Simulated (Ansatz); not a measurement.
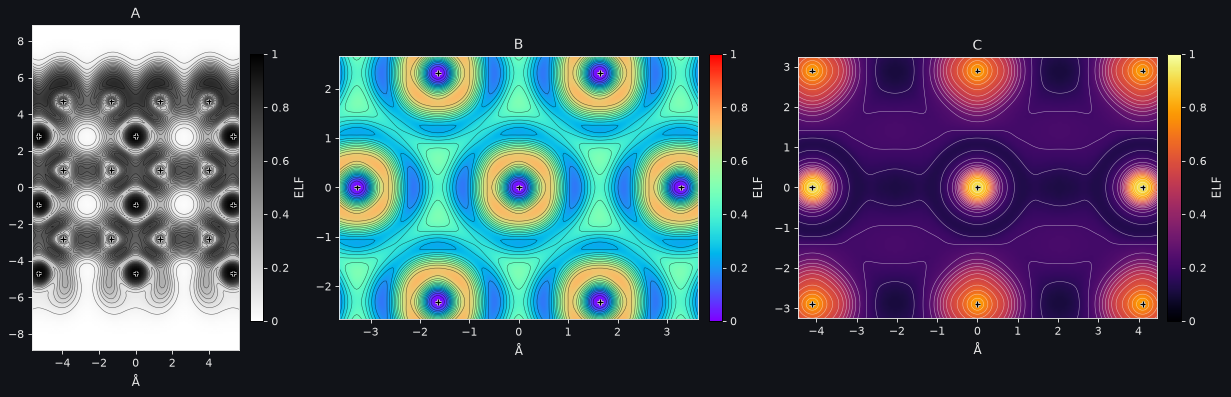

The electron localisation function of 3 systems, each on a plane through atoms (crosses mark nuclei in the plane).

Theory: Ansatz, DFT PBEsol, scalar-relativistic, plane waves, PAW.

System 1: Ta, the (001) plane of the conventional cell. Space group Cmme; not relaxed (largest force 0.6 eV/Å); computed pressure about −8 GPa in this cell.

```
Ta
1.0
     3.28052    0.00000    0.00000
     0.00000    3.28052   -3.28052
     0.00000    7.62170    7.62170
Ta
8
Cartesian
  1.6403 7.0913 5.4511
  0.0000 8.7316 3.8108
  1.6403 3.8109 -1.1099
  0.0000 2.1706 0.5304
  1.6403 3.8109 2.1706
  0.0000 5.4511 0.5304
  1.6403 7.0913 2.1706
  0.0000 5.4511 3.8108
```

System 2: CoSi2 (slab), the (100) plane of the calculation cell, a cut from vacuum to vacuum. Not relaxed (largest force 0.4 eV/Å); computed without spin polarisation.

```yaml
crystal:
  lattice:
    - [3.75651, 0.00000, 0.00000]
    - [0.00000, 5.31251, 0.00000]
    - [0.00000, 0.00000, 24.39128]
  atoms:
    - { symbol: Co, position: [0.50000, 0.50000, 0.30749] }
    - { symbol: Si, position: [0.00000, 0.75000, 0.30749] }
    - { symbol: Si, position: [0.00000, 0.25000, 0.30749] }
    - { symbol: Co, position: [0.00000, 0.00000, 0.38449] }
    - { symbol: Si, position: [0.50000, 0.25000, 0.38449] }
    - { symbol: Si, position: [0.50000, 0.75000, 0.38449] }
    - { symbol: Co, position: [0.50000, 0.50000, 0.46150] }
    - { symbol: Si, position: [0.00000, 0.75000, 0.46150] }
    - { symbol: Si, position: [0.00000, 0.25000, 0.46150] }
    - { symbol: Co, position: [0.00000, 0.00000, 0.53850] }
    - { symbol: Si, position: [0.50000, 0.25000, 0.53850] }
    - { symbol: Si, position: [0.50000, 0.75000, 0.53850] }
    - { symbol: Co, position: [0.50000, 0.50000, 0.61551] }
    - { symbol: Si, position: [0.00000, 0.75000, 0.61551] }
    - { symbol: Si, position: [0.00000, 0.25000, 0.61551] }
    - { symbol: Co, position: [0.00000, 0.00000, 0.69251] }
    - { symbol: Si, position: [0.50000, 0.25000, 0.69251] }
    - { symbol: Si, position: [0.50000, 0.75000, 0.69251] }
```

System 3: CuAu3, the (110) plane of the conventional cell. Space group Pm-3m; changed on purpose from its base cell (volume × 1.10); computed pressure about −12 GPa in this cell; computed without spin polarisation.

```yaml
crystal:
  lattice:
    - [4.10254, 0.00000, 0.00000]
    - [0.00000, 4.10254, 0.00000]
    - [0.00000, 0.00000, 4.10254]
  atoms:
    - { symbol: Cu, position: [0.00000, 0.00000, 0.00000] }
    - { symbol: Au, position: [0.00000, 0.50000, 0.50000] }
    - { symbol: Au, position: [0.50000, 0.00000, 0.50000] }
    - { symbol: Au, position: [0.50000, 0.50000, 0.00000] }
```

**Which map belongs to which system?**

Panel A is system 2, CoSi2: the plane holds Co and Si. Co–Si (2.30 Å): the ELF peaks at about 0.70 in the valence shell of Si, 0.9 Å from its nucleus, and is about 0.50 at the midpoint. Panel B is system 1, Ta: the plane holds Ta. Ta–Ta (2.84 Å): the ELF is about 0.35 at the midpoint. Panel C is system 3, CuAu3: the plane holds Cu and Au. Cu–Au (2.90 Å): the ELF is about 0.20 at the midpoint; no localised pair shows between them.
